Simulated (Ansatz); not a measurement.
## Two runs on Al

System: Al (Im-3m, 1 atom in the cell).
Method of the first run: DFT PBEsol, scalar-relativistic, plane waves, PAW, no spin polarisation (Ansatz 0.2.0).

The structure derives from a Materials Project entry. Text and figures count atoms from 1; the logs count them from 0 in places.

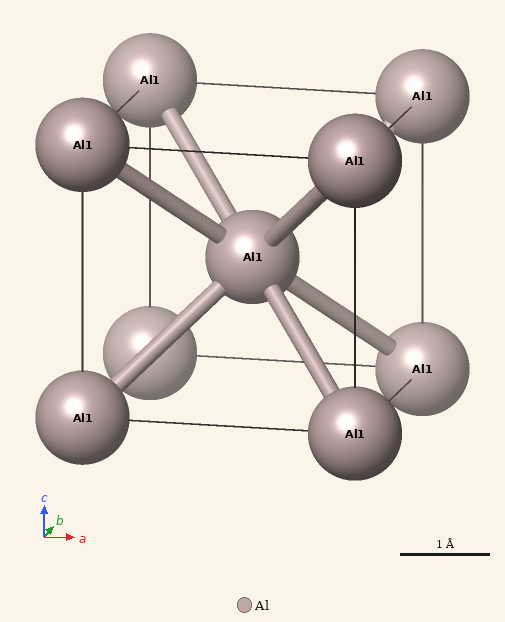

Figure 1. The input geometry (ball-and-stick view of the cell 2 times as large as that of the calculation, set on its symmetry axes, seen slightly off an axis; atoms are numbered from 1 in the order of the input). An atom can appear more than once, as a periodic image.

**The input, the first run**
```yaml
crystal:
  lattice:
    - [-1.59121869, 1.59121869, 1.59121869]
    - [1.59121869, -1.59121869, 1.59121869]
    - [1.59121869, 1.59121869, -1.59121869]
  atoms:
    - { symbol: Al, position: [0.0, 0.0, 0.0] }
basis:
  ecutwfc: 420
kpoints:
  mp_grid: { grid: [20, 20, 20] }
hamiltonian:
  xc: pbesol
scf:
  occupations: { method: gaussian, width: 0.15 }
output:
  forces: true
  stress: true
  eigenvalues: true
  write_density: true
  write_potential: true
  elf: true
  volumetric_format: npy
```

Command:
```bash
ansatz run input.yaml --threads 1 --pin off --max-ram 2560MiB --backend cpu --events-out ev --progress --plain --runs-dir out
```

Hardware: 1 thread of Intel Xeon (Sapphire Rapids), 32 GiB of memory available, shared host.

**Output, shortened to warnings, some set-up lines, iterations and results (the first run)**
```
Basis set: ecut = 420 eV, 321 PW (Γ), exchange–correlation on 40×40×40 points (8 copies of the dense FFT grid, shifted against one another)
Symmetry: 48 space group operations
k-points: 256 of 8000
Initial density: superposition of atomic densities (neutral atoms: chi_scale 0, normalization atom), corrected by the library's trained network
[...]
SCF iter   1: F=—  HF=-524.448832 eV  |F-HF|=—  |Δ(HF+E_count)|=         —  Δρ=4.39e-4  dr2=9.01e-6  ethr=1.77e-3  ⟨swp⟩=4.7  Hψ=13208  notcnv=0
SCF iter   2: F=—  HF=-524.448837 eV  |F-HF|=—  |Δ(HF+E_count)|=   5.83e-6  Δρ=2.19e-4  dr2=2.02e-6  ethr=3.00e-7  ⟨swp⟩=2.0  Hψ=3945  notcnv=0
SCF iter   3: F=-524.448838 eV  HF=-524.448838 eV  |F-HF|=5.30e-9  |Δ(HF+E_count)|=   4.37e-7  Δρ=1.33e-5  dr2=2.24e-8  ethr=6.75e-8  ⟨swp⟩=2.0  Hψ=1840  notcnv=0
SCF iter   4: F=-524.448838 eV  HF=-524.448838 eV  |F-HF|=3.56e-11  |Δ(HF+E_count)|=   4.46e-9  Δρ=1.24e-6  dr2=7.11e-11  ethr=7.45e-10  ⟨swp⟩=1.3  Hψ=1536  notcnv=0
SCF iter   5: F=-524.448838 eV  HF=-524.448838 eV  |F-HF|=2.96e-12  |Δ(HF+E_count)|=  2.65e-11  Δρ=1.36e-7  dr2=2.40e-12  ethr=2.37e-12  ⟨swp⟩=2.2  Hψ=1826  notcnv=0
SCF iter   6: F=-524.448838 eV  HF=-524.448838 eV  |F-HF|=0.00e0  |Δ(HF+E_count)|=  2.84e-12  Δρ=8.90e-9  dr2=1.11e-14  ethr=1.00e-12  ⟨swp⟩=4.0  Hψ=5810  notcnv=0
SCF 1 converged in 6 iterations: F = -524.448838 eV  dr2 = 1.11e-14
SCF converged after 6 iterations
Free energy (F): -524.448838 eV
Harris-Foulkes:  -524.448838 eV  (|F-HF|=0.00e0)
Internal energy: -524.443698 eV  (E = F + TS)
E sigma→0 (E₀):  -524.446268 eV
Entropy (-TS):   -0.005140 eV (-5.140 meV/atom)
Fermi energy:    8.138886 eV
--- Per-component energies (eV) ---
  E_band       = 11.016782
  E_kinetic    = 23.117678
  E_local      = 10.159625  (includes V_loc(G=0)·N_el)
  E_nonlocal   = 10.594246
  E_hartree    = 0.069595
  E_xc         = -39.553381
  E_vxc        = -29.335793  (∫ρ·V_xc dr)
  E_paw        = -454.751253  (= ΣΔE_a)
  E_vpaw       = -3.658161  (= ΣTr[D̂ρ^β])
  E_aug_tail   = -0.000002  (compensation charges beyond the density's cutoff)
  E_ewald      = -74.099344
  E_core_change = 0.019139  (= ΣΔE_core)
  E_smearing   = -0.005140  (= −TS)
  E_closure    = 0.000000  (closes the sum)
  Σ components = -524.448838   (vs F -524.448838, Δ=0.00e0)
--- Forces (eV/Å), atoms counted from 1 ---
  atom   1  Al     0.00000000    -0.00000000     0.00000000
  max |Σ_I F_I| component: 1.05e-32 eV/Å
--- Stress (GPa, compression-positive) ---
        2.207401       0.000000       0.000000
       -0.000000       2.207401       0.000000
       -0.000000      -0.000000       2.207401
  P = ⅓ Tr σ = 2.2074 GPa (22.074 kbar)
```

The input of the second run differs as follows (lines with − go, lines with + come):
```diff
-  mp_grid: { grid: [20, 20, 20] }
+  mp_grid: { grid: [24, 24, 24] }
```

How does the second run compare with the first run?

The free energy of the second run is 0.9 meV per atom lower, which measures how much it depends on this numerical setting. The number of SCF iterations is the same. The irreducible k-points go from 256 to 413.

**Output, shortened to warnings, some set-up lines, iterations and results (the second run)**
```
Basis set: ecut = 420 eV, 321 PW (Γ), exchange–correlation on 40×40×40 points (8 copies of the dense FFT grid, shifted against one another)
Symmetry: 48 space group operations
k-points: 413 of 13824
Initial density: superposition of atomic densities (neutral atoms: chi_scale 0, normalization atom), corrected by the library's trained network
[...]
SCF iter   1: F=—  HF=-524.449731 eV  |F-HF|=—  |Δ(HF+E_count)|=         —  Δρ=4.37e-4  dr2=8.62e-6  ethr=1.77e-3  ⟨swp⟩=4.7  Hψ=21319  notcnv=0
SCF iter   2: F=—  HF=-524.449738 eV  |F-HF|=—  |Δ(HF+E_count)|=   6.55e-6  Δρ=2.19e-4  dr2=1.98e-6  ethr=2.87e-7  ⟨swp⟩=2.0  Hψ=6372  notcnv=0
SCF iter   3: F=-524.449738 eV  HF=-524.449738 eV  |F-HF|=7.12e-9  |Δ(HF+E_count)|=   5.43e-7  Δρ=1.35e-5  dr2=2.44e-8  ethr=6.59e-8  ⟨swp⟩=2.0  Hψ=2960  notcnv=0
SCF iter   4: F=-524.449738 eV  HF=-524.449738 eV  |F-HF|=4.48e-11  |Δ(HF+E_count)|=   6.15e-9  Δρ=1.23e-6  dr2=6.73e-11  ethr=8.12e-10  ⟨swp⟩=1.4  Hψ=2490  notcnv=0
SCF iter   5: F=-524.449738 eV  HF=-524.449738 eV  |F-HF|=2.05e-12  |Δ(HF+E_count)|=  4.13e-11  Δρ=1.52e-7  dr2=2.61e-12  ethr=2.24e-12  ⟨swp⟩=2.1  Hψ=2937  notcnv=0
SCF iter   6: F=-524.449738 eV  HF=-524.449738 eV  |F-HF|=2.27e-13  |Δ(HF+E_count)|=  1.71e-12  Δρ=1.20e-8  dr2=1.97e-14  ethr=1.00e-12  ⟨swp⟩=4.0  Hψ=9384  notcnv=0
SCF 1 converged in 6 iterations: F = -524.449738 eV  dr2 = 1.97e-14
SCF converged after 6 iterations
Free energy (F): -524.449738 eV
Harris-Foulkes:  -524.449738 eV  (|F-HF|=2.27e-13)
Internal energy: -524.445144 eV  (E = F + TS)
E sigma→0 (E₀):  -524.447441 eV
Entropy (-TS):   -0.004594 eV (-4.594 meV/atom)
Fermi energy:    8.128912 eV
--- Per-component energies (eV) ---
  E_band       = 11.015379
  E_kinetic    = 23.116030
  E_local      = 10.159030  (includes V_loc(G=0)·N_el)
  E_nonlocal   = 10.595428
  E_hartree    = 0.069598
  E_xc         = -39.553423
  E_vxc        = -29.335813  (∫ρ·V_xc dr)
  E_paw        = -454.751600  (= ΣΔE_a)
  E_vpaw       = -3.658489  (= ΣTr[D̂ρ^β])
  E_aug_tail   = -0.000002  (compensation charges beyond the density's cutoff)
  E_ewald      = -74.099344
  E_core_change = 0.019139  (= ΣΔE_core)
  E_smearing   = -0.004594  (= −TS)
  E_closure    = 0.000000  (closes the sum)
  Σ components = -524.449738   (vs F -524.449738, Δ=0.00e0)
--- Forces (eV/Å), atoms counted from 1 ---
  atom   1  Al    -0.00000000     0.00000000    -0.00000000
  max |Σ_I F_I| component: 1.59e-32 eV/Å
--- Stress (GPa, compression-positive) ---
        2.210681       0.000000       0.000000
        0.000000       2.210681      -0.000000
       -0.000000       0.000000       2.210681
  P = ⅓ Tr σ = 2.2107 GPa (22.107 kbar)
```

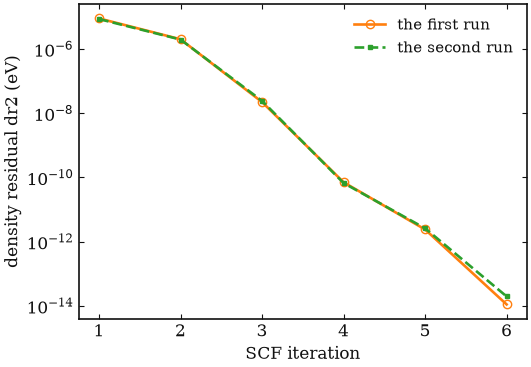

Figure 2. Convergence of the two runs: density residual dr2 against the SCF iteration. The first run takes 6 iterations in all, and the second run takes 6.

**The two runs side by side**

| quantity | the first run | the second run |
| --- | --- | --- |
| outcome | converged | converged |
| free energy per atom (eV) | −524.4488 | −524.4497 |
| energy per atom, smearing taken to zero (eV) | −524.4463 | −524.4474 |
| gap on the mesh (eV) | 0.00 | 0.00 |
| pressure (GPa) | 2.21 | 2.21 |
| largest force (eV/Å) | 0.000 | 0.000 |
| SCF iterations | 6 | 6 |
| irreducible k-points | 256 | 413 |
| plane waves at Γ | 321 | 321 |
| wall time (shared host) | 1.6 s | 2.3 s |
